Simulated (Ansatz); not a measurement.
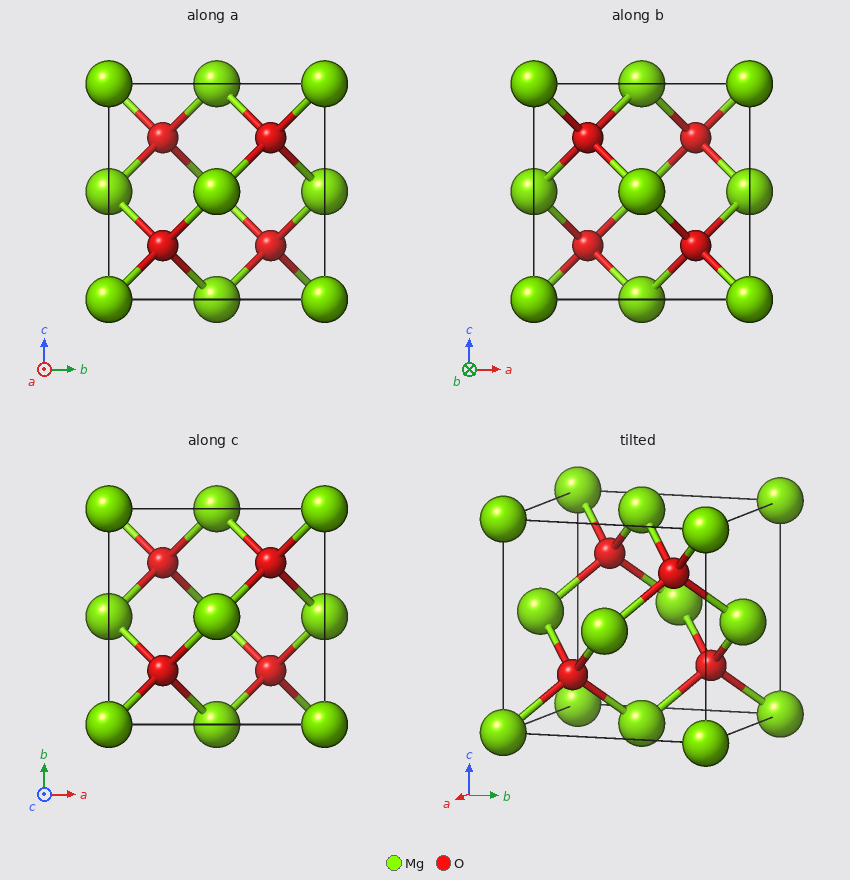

Ball-and-stick drawing of the structure, looking along the a axis, along the b axis, along the c axis and slightly off an axis. The conventional unit cell is drawn as a box.

Lattice parameters: a = 4.564 Å, b = 4.564 Å, c = 4.564 Å, α = 90.00°, β = 90.00°, γ = 90.00°. Put a along x and b in the xy plane.

> Set out the cell and atoms as a POSCAR file.

```
Mg O
1.0
     4.564    0.000    0.000
     0.000    4.564    0.000
     0.000    0.000    4.564
Mg O
4 4
Direct
  0.0000 0.0000 0.0000
  0.0000 0.5000 0.5000
  0.5000 0.0000 0.5000
  0.5000 0.5000 0.0000
  0.2500 0.2500 0.7500
  0.2500 0.7500 0.2500
  0.7500 0.2500 0.2500
  0.7500 0.7500 0.7500
```

It derives from a structure type filled with these elements by a generator (whether the compound takes this form wasn't checked). Earlier steps of the study may have refined or changed the cell and positions. It was run through Ansatz as a DFT input.
